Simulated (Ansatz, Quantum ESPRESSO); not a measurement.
# RuAl(110), 4 layers against a metal electrode: the electrode's level over the Fermi level at a withheld member of a series

**Set-up.** Quantum ESPRESSO 7.5, PBE, GBRV ultrasoft. The slab is relaxed neutral, then held. ESM with bc3: vacuum below and a metal electrode about 6 Å above the top atoms. Cold smearing of 0.02 Ry. Charges are set per cell from the starting area. The slabs take the lattice constants of the bulk relaxed by the same program. The series steps the charge of the slab (positive: electrons removed).

| charge of the slab | electrode's level over the Fermi level (eV) |
| --- | --- |
| 1 ×10¹³ e/cm² | 5.482 |
| 2 ×10¹³ e/cm² | 6.266 |
| 3 ×10¹³ e/cm² | 7.056 |
| 4.5 ×10¹³ e/cm² | 8.249 |
| 6 ×10¹³ e/cm² | 9.454 |
| 7 ×10¹³ e/cm² | 10.263 |

One more run was made and is withheld. What is the electrode's level over the Fermi level at 8 ×10¹³ e/cm²?

**Worked estimate.** The rows at 6 ×10¹³ e/cm² and 7 ×10¹³ e/cm² give a slope of (10.263 − (9.454))/(7 − (6)) = 0.809, so a straight line gives 11.072 eV. A parabola through these and the row at 4.5 ×10¹³ e/cm² gives 11.077 eV.

**The withheld run.** 11.076 eV. The line misses by −0.004 and the parabola by +0.001 eV. Both misses are under 5 % of the step from the nearer row.

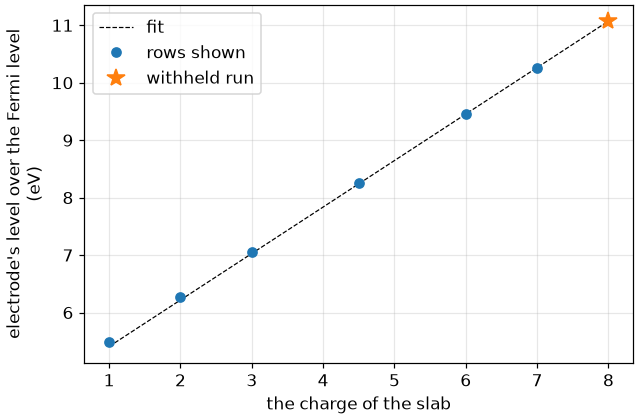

The rows shown, the fit and the withheld run.

**Limits.** Vacuum fills the gap; ions don't answer the charge; added electrons can spill towards the electrode at the most negative charges. Members without a usable value, or on the other side of zero field or charge, are not listed.
